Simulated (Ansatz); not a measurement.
Band-structure calculation, with input and output: K

- system: K (Fm-3m, 1 atom in the cell)
- method: DFT, LDA, all-electron LAPW, scalar-relativistic, no spin polarisation (Ansatz 0.2.0)

Figures and captions count atoms from 1; the log counts them from 0 in places.

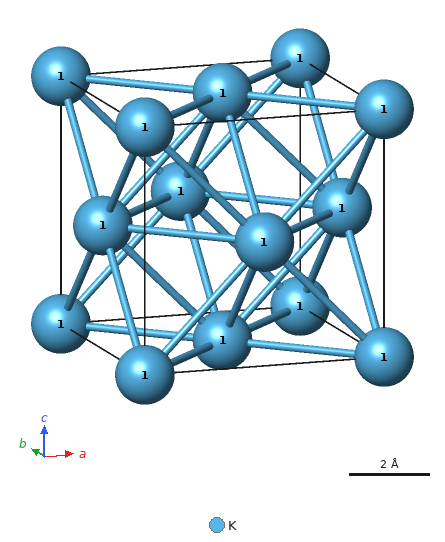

**Figure 1.** The structure as given in the input (ball-and-stick view of the cell 4 times as large as that of the calculation, set on its symmetry axes, seen slightly off an axis; atoms are numbered from 1 in the order of the input). An atom can appear more than once, as a periodic image. Near neighbours in the periodic cell (some may lie outside the picture): K has 12 K at 4.50 Å.

### The input
```yaml
crystal:
  lattice:
    - [0.0, 3.1802824005, 3.1802824005]
    - [3.1802824005, 0.0, 3.1802824005]
    - [3.1802824005, 3.1802824005, 0.0]
  atoms:
    - { symbol: K, position: [0.0, 0.0, 0.0] }
kpoints:
  mp_grid: { grid: [12, 12, 12] }
  band_path:
    path:
      - [0.0, 0.0, 0.0]
      - [0.5, 0.0, 0.5]
      - [0.625, 0.25, 0.625]
      - [0.375, 0.375, 0.75]
      - [0.0, 0.0, 0.0]
      - [0.5, 0.5, 0.5]
      - [0.5, 0.25, 0.75]
      - [0.5, 0.0, 0.5]
    npoints: 14
scf:
  occupations: { method: fermi_dirac, width: 0.08 }
hamiltonian:
  xc: lda
  pseudopotentials: { kind: all_electron, lapw: { basis_error: 0.001 } }
output:
  forces: true
  stress: true
  eigenvalues: true
  populations: true
  dos: { projected: true, de: 0.2, e_range: [-14, 8] }
```

Hardware: 1 thread of Arm Neoverse V1, 24 GiB of memory available, shared host.

Launched with:
```bash
ansatz run input.yaml --threads 1 --pin off --max-ram 2048MiB --backend cpu --events-out ev --progress --plain --runs-dir out
```

### Output
```
K: projections on atomic orbitals take those of the free atom 1s2 2s2 2p6 3s2 3p6 4s1, of charge +0.00 (hamiltonian.pseudopotentials.projection_atoms)
LAPW: plane waves up to 3.922 Å⁻¹, error target 1.0e-3 eV per atom; small_component_spin mean_spin; K in spheres of 2.249 Å, 9 of its electrons in bands, Dirac shells [] (how accurate: hamiltonian.pseudopotentials.lapw.basis_error, Limitations)
Engine: ansatz 0.2.0, aarch64-unknown-linux-gnu
Pseudopotentials: kind: all_electron
Pseudopotential: K, LAPW, valence charge 9, lapw/all_electron/scalar/gaussian/K, Koelling and Harmon's equation, gaussian nucleus
Functional definition: SPW92
  exchange = slater_x
  correlation = pw_c
Crystal: 1 atoms, lattice volume = 64.332 Å³
Basis set: ecut = 58.61953012487587 eV, 59 PW (Γ), exchange–correlation at level 2
Bands: 9, of which v1, the nominal top of the filled ones, is band 5 counted from 1 (4 counted from 0)
Symmetry: 48 space group operations
Space group: Fm-3m (ITA 225), of the structure as read, at distance tolerance 4.0e-5 Å
k-points: 72 of 1728
Non-local potential: K, projectors of the file, none
Initial density: superposition of atomic densities (chi_scale 0.1, normalization cell)
Initial wavefunctions: plane waves of lowest kinetic energy (no species holds an atomic orbital)
Functional: x = slater, c = lda
iter 1 solved again at ethr=1.81e-5 eV; its pass at ethr=1.00e-1 eV (dr2=1.63e-3 eV) is discarded
SCF iter   1: F=—  HF=-16343.182535 eV  |F-HF|=—  |Δ(HF+E_count)|=         —  Δρ=1.14e-3  dr2=1.63e-3  ethr=1.81e-5  ⟨swp⟩=4.5  Hψ=5456  notcnv=0
preconditioner: auto → none  [metal: Δε(μ)=0.094 eV  Ē_g=4.200 eV  σ=0.080 eV  W_gap=0.27  n_scr=8 (ndim 8)  ℏωp=4.6 eV  f_vac=0.000  D(μ)=0.70/eV (n_scr^D=0)  sad-step TF]
SCF iter   2: F=—  HF=-16343.180782 eV  |F-HF|=—  |Δ(HF+E_count)|=   1.75e-3  Δρ=7.90e-4  dr2=8.81e-4  ethr=1.81e-5  ⟨swp⟩=2.0  Hψ=2220  notcnv=0
iter 3 solved again at ethr=9.24e-7 eV; its pass at ethr=9.78e-6 eV (dr2=8.31e-5 eV) is discarded
SCF iter   3: F=—  HF=-16343.180926 eV  |F-HF|=—  |Δ(HF+E_count)|=   1.44e-4  Δρ=2.32e-4  dr2=8.31e-5  ethr=9.24e-7  ⟨swp⟩=2.0  Hψ=3504  notcnv=0
SCF iter   4: F=—  HF=-16343.180965 eV  |F-HF|=—  |Δ(HF+E_count)|=   3.90e-5  Δρ=3.01e-5  dr2=1.56e-6  ethr=9.24e-7  ⟨swp⟩=2.0  Hψ=2221  notcnv=0
SCF iter   5: F=-16343.180966 eV  HF=-16343.180966 eV  |F-HF|=2.74e-9  |Δ(HF+E_count)|=   1.03e-6  Δρ=1.62e-6  dr2=3.65e-9  ethr=1.73e-8  ⟨swp⟩=2.8  Hψ=2280  notcnv=0
SCF 1 converged in 5 iterations: F = -16343.180966 eV  dr2 = 3.65e-9
```

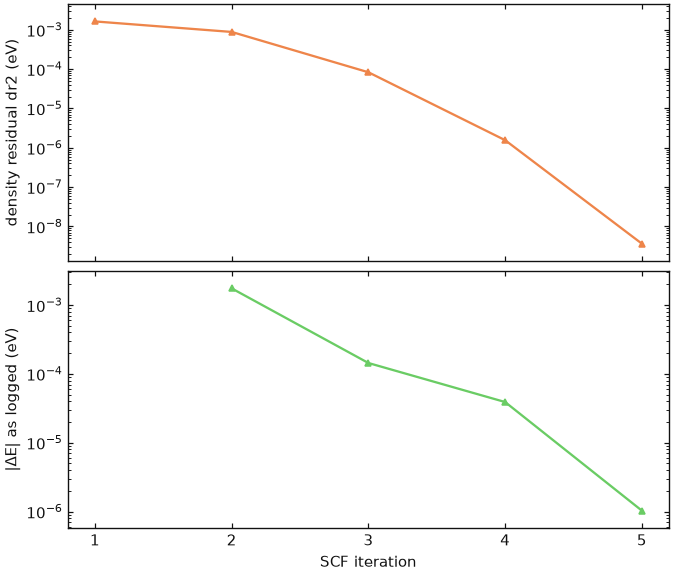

**Figure 2.** Convergence of the self-consistent field: density residual dr2 and size of the energy change against the SCF iteration. The residual falls at every step.

```
NSCF: frozen V_eff on 99 k-points
SCF converged after 5 iterations
Free energy (F): -16343.180966 eV
Harris-Foulkes:  -16343.180966 eV  (|F-HF|=2.74e-9)
Internal energy: -16343.166016 eV  (E = F + TS)
E sigma→0 (E₀):  -16343.173491 eV
Entropy (-TS):   -0.014950 eV (-14.950 meV/atom)
Fermi energy:    2.334235 eV
--- Per-component energies (eV) ---
  E_band       = -136.124164
  E_kinetic    = 16444.814375
  E_xc         = -866.558060
  E_electrostatic = -31921.422331  (all electrons and nuclei)
  E_smearing   = -0.014950  (= −TS)
  E_closure    = 0.000000  (closes the sum)
  E_atoms      = -16342.010814  (free atoms, spherical and without spin; not in F)
  Σ components = -16343.180966   (vs F -16343.180966, Δ=0.00e0)
  Basis errors (estimates in eV, not in F): energy 2.2e-4 per atom: plane waves 2.2e-4 (1.1e-4 summed), levels above the bands 1.4e-30, relativity 9.5e-11, radial functions 3.2e-6, core shells 7.4e-12; eigenvalues (radial functions only) 3.7e-6; not estimated: angular momenta, meshes, grids; target (lapw.basis_error) 1.0e-3; muffin-tin radii K 2.249 Å
--- Forces (eV/Å), atoms counted from 1 ---
  atom   1  K     -0.00000000     0.00000000    -0.00000000
  max |Σ_I F_I| component: 3.85e-33 eV/Å
--- Stress (GPa, compression-positive) ---
        0.004587       0.000000      -0.000000
        0.000000       0.004587       0.000000
       -0.000000       0.000000       0.004587
  P = ⅓ Tr σ = 0.0046 GPa (0.046 kbar)
--- Band table (eV; the first three rows and the last of 72) ---
  k-point 0: bands = ["-29.4451", "-13.0723", "-13.0723", "-13.0723", "-0.0217", "6.5465", "6.5465", "6.5465", "7.8527"]
  k-point 1: bands = ["-29.4446", "-13.0799", "-13.0733", "-13.0733", "0.0701", "6.3261", "6.5844", "6.5844", "7.7784"]
  k-point 2: bands = ["-29.4432", "-13.1006", "-13.0761", "-13.0761", "0.3406", "5.7965", "6.6521", "6.6521", "7.6668"]
  k-point 71: bands = ["-29.4351", "-13.1446", "-13.1446", "-13.1135", "3.7671", "4.1553", "4.1553", "5.5479", "8.6051"]
--- Löwdin populations: 1 site ---
  site symbol       q [e]
     0      K     18.9686
  spilling = 0.001654 (of n_electrons = 19.000000)
```

### File populations.tsv
```
# site	symbol	l	j	q
# orbitals = lowdin
# n_electrons = 19.000000
# spilling = 0.001654
# projection_atom_K: 1s2 2s2 2p6 3s2 3p6 4s1
0	K	0_1S	-	1.999990
0	K	0_2S	-	1.999696
0	K	0_3S	-	1.992343
0	K	0_4S	-	0.979543
0	K	1_2P	-	5.999973
0	K	1_3P	-	5.997023
```

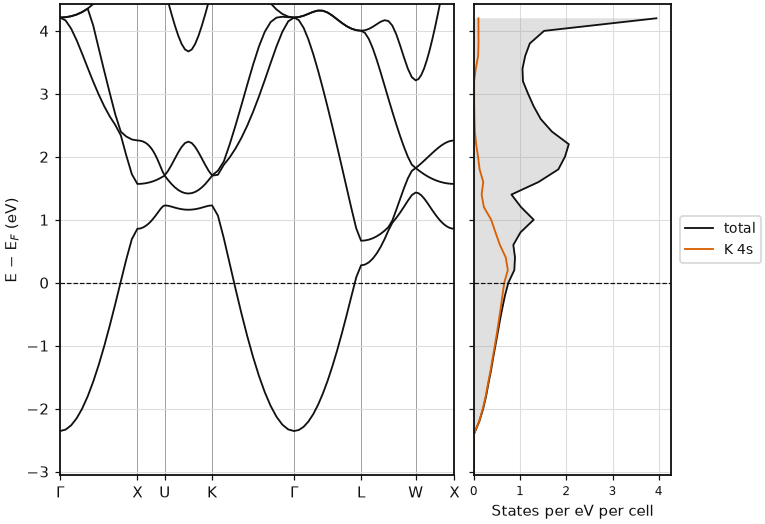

**Figure 3.** Band structure along Γ–X–U–K–Γ–L–W–X and density of states (projected on atomic shells), with energies from the Fermi level. Bands cross the Fermi level: a metal at this level of theory.

### Key numbers

```json
{"quantity": "outcome", "value": "converged"}
{"quantity": "space group (tolerance 0.01 Å)", "value": "Fm-3m (225)"}
{"quantity": "electrons in bands (core shells apart)", "value": "9"}
{"quantity": "free energy", "value": "−16343.1810 eV"}
{"quantity": "Fermi energy", "value": "2.334 eV"}
{"quantity": "pressure", "value": "0.00 GPa"}
{"quantity": "electronic character", "value": "metal"}
{"quantity": "largest force (length of the vector)", "value": "under 0.001 eV/Å"}
{"quantity": "wall time", "value": "3.6 s"}
{"quantity": "peak memory", "value": "0.2 GiB"}
```
